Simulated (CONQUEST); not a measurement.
**A series of single points on MgSe**

System: MgSe (Fm-3m, 4 atoms in the cell).
Method: Kohn-Sham DFT of a periodic cell, PBE, PseudoDojo NC PBE, no spin polarisation (CONQUEST 1.3).

The 7 runs differ only in the geometry, by an even scaling of the cell at fixed fractional positions. The structure derives from an entry of the Crystallography Open Database.

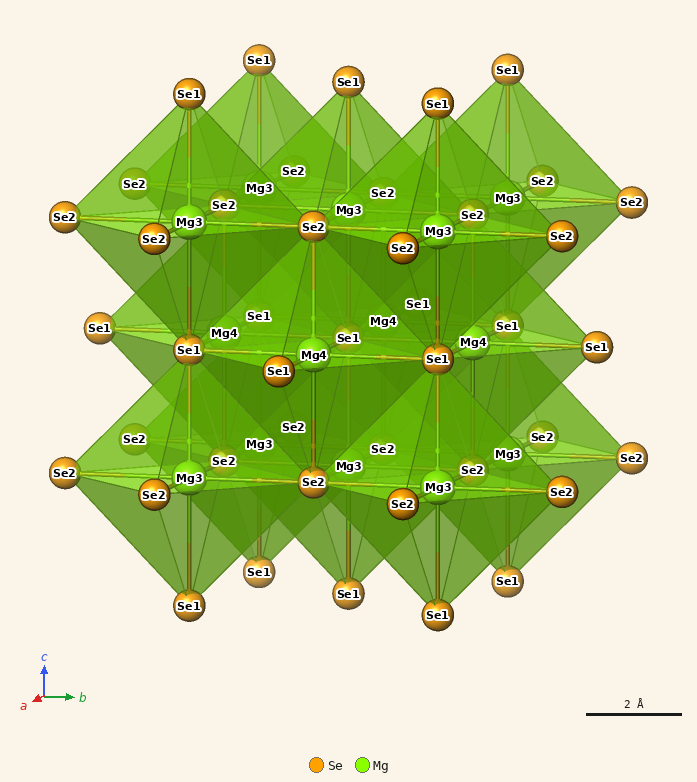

Figure 1. The structure of run 4 (polyhedral view of the cell 2 times as large as that of the calculation, set on its symmetry axes, seen slightly off an axis; polyhedra are completed across the faces of the cell; atoms are numbered from 1 in the order of the input).

**Input of run 4**
```
IO.Title MgSe
IO.Coordinates coords.dat
IO.FractionalAtomicCoords T
IO.Iprint 2
IO.Iprint_init 1
General.NumberOfSpecies 2
General.PseudopotentialType hamann
AtomMove.TypeOfRun static
AtomMove.FullStress T
Grid.PointsAlongX 36
Grid.PointsAlongY 36
Grid.PointsAlongZ 60
DM.SolutionMethod diagon
Diag.MPMesh T
Diag.GammaCentred T
Diag.MPMeshX 7
Diag.MPMeshY 7
Diag.MPMeshZ 5
Diag.kT 0.00183747
minE.SCTolerance 1e-6
SC.MaxIters 100
IO.AtomChargeOutput T
%block ChemicalSpeciesLabel
1 78.960 Se
2 24.310 Mg
%endblock
```

Command:
```bash
Conquest
```

Lattice vectors (Å) and fractional positions of run 4:
```
   3.854439    0.000000    0.000000
   0.000000    3.854439    0.000000
   0.000000    0.000000    5.451000
Se  0.000000  0.000000  0.500000
Se  0.500000  0.500000  0.000000
Mg  0.000000  0.000000  0.000000
Mg  0.500000  0.500000  0.500000
```

Run 6 has the same physical settings and fractional positions; its lattice vectors (Å) are:
```
   3.905161    0.000000    0.000000
   0.000000    3.905161    0.000000
   0.000000    0.000000    5.522732
```

**Results, with one run withheld**

| run | volume per atom (Å³) | free energy per atom, from the lowest run given (meV) | pressure (GPa) | gap on the mesh (eV) |
| --- | --- | --- | --- | --- |
| 1 | 19.031 | 63.85 | 9.35 | 1.79 |
| 2 | 19.436 | 43.87 | 7.18 | 1.76 |
| 3 | 19.841 | 27.65 | 5.65 | 1.73 |
| 4 | 20.246 | 15.32 | 4.18 | 1.70 |
| 5 | 20.651 | 6.50 | 2.93 | 1.66 |
| 6 | 21.056 | ? | ? | ? |
| 7 | 21.461 | 0.00 | 0.04 | 1.59 |

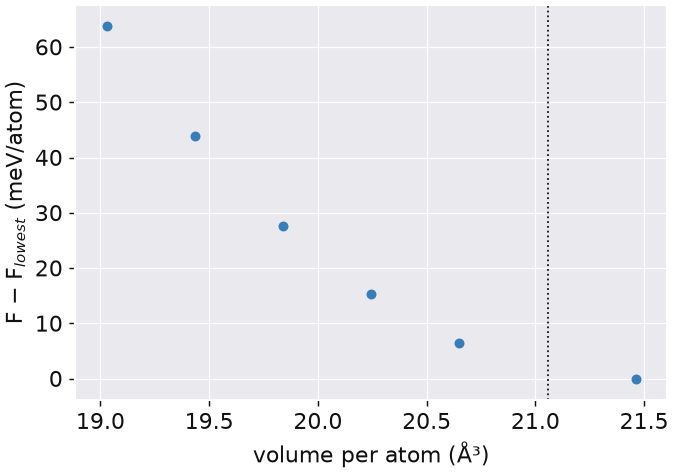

Figure 2. Free energy per atom of the runs given; the dotted line marks run 6.

What should run 6 give?

A cubic polynomial in V^(−2/3) (the Birch–Murnaghan form), fitted to the 6 runs given, misses them by at most 0.07 meV per atom. With x = V^(−2/3) − 0.13534 Å⁻², it reads F = 19.76 + 6622.4 x + 5.0412e+05 x² − 8.6095e+06 x³ (meV per atom). At run 6 it gives 1.48 meV per atom, and the run itself gives 1.27. The slope of the fit gives a pressure −dF/dV of 1.29 GPa there, and the run prints 1.24 GPa. The fit has its minimum at 21.430 Å³ per atom, where V d²F/dV² gives 72.8 GPa: the bulk modulus at this level, since symmetry fixes the shape and the positions. The gap on the mesh goes, without turning, from 1.79 eV in run 1 to 1.59 eV in run 7; run 6 has 1.63 eV. These are gaps of this functional on this mesh, which can miss the band edges; they aren't the measured gap.

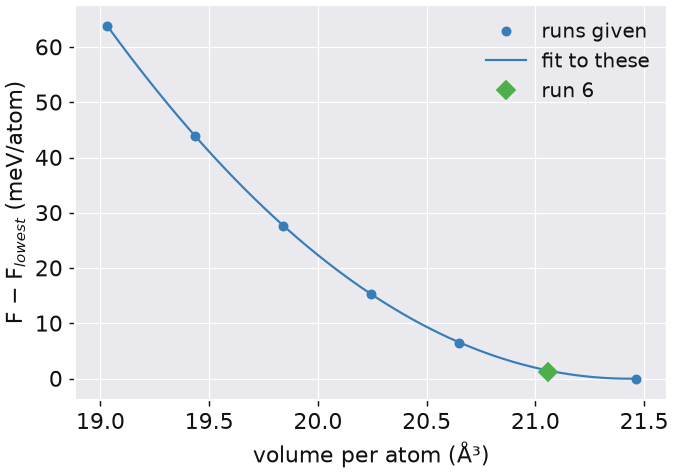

Figure 3. The fit and the withheld run.

**Some lines of the output (run 6)**
```
[...]
      Using Fermi-Dirac smearing
          DFT Total Energy                 :      -361.374022962808908 Ha
          DFT Total Energy                 :      -361.388601937118324 Ha
          DFT Total Energy                 :      -361.388844448630721 Ha
          DFT Total Energy                 :      -361.388867971118998 Ha
          DFT Total Energy                 :      -361.388868132319544 Ha
          DFT Total Energy                 :      -361.388868133028154 Ha
      |* DFT total energy        =      -361.388868133028154 Ha
    force: Average pressure:      1.24045691 GPa
```

Notes: With a small basis of atomic orbitals these values can differ much from converged plane-wave results.
